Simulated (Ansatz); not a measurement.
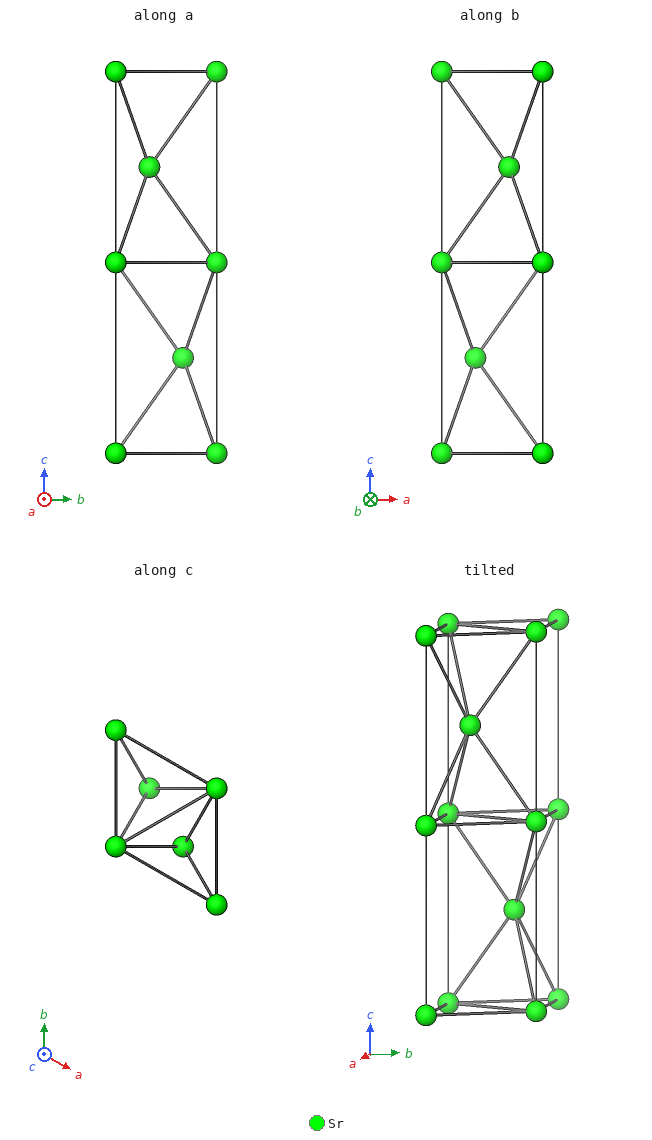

Drawn in the ball-and-stick manner and seen along the a axis, along the b axis, along the c axis and slightly off an axis. The conventional unit cell is outlined; an atom on or near a face, edge or corner is repeated at each equivalent position.

Lattice parameters: a = 4.3066 Å, b = 4.3066 Å, c = 14.1152 Å, α = 90.000°, β = 90.000°, γ = 120.000°.

Express the structure as a CIF with its space group and independent sites.

```cif
data_structure
_symmetry_space_group_name_H-M 'P 63/m m c'
_symmetry_Int_Tables_number 194
_cell_length_a 4.3066
_cell_length_b 4.3066
_cell_length_c 14.1152
_cell_angle_alpha 90.000
_cell_angle_beta 90.000
_cell_angle_gamma 120.000
_cell_volume 226.72
loop_
_atom_site_label
_atom_site_type_symbol
_atom_site_symmetry_multiplicity
_atom_site_Wyckoff_symbol
_atom_site_fract_x
_atom_site_fract_y
_atom_site_fract_z
_atom_site_occupancy
Sr1 Sr 2 a 0.0000 0.0000 0.0000 1
Sr2 Sr 2 c 0.3333 0.6667 0.2500 1
```

The initial geometry was a structure type filled with this element by a generator (whether the element takes this form wasn't checked). The cell was then strained or its atoms displaced on purpose. It was relaxed at fixed volume with Ansatz, DFT PBE, scalar-relativistic, plane waves, PAW.
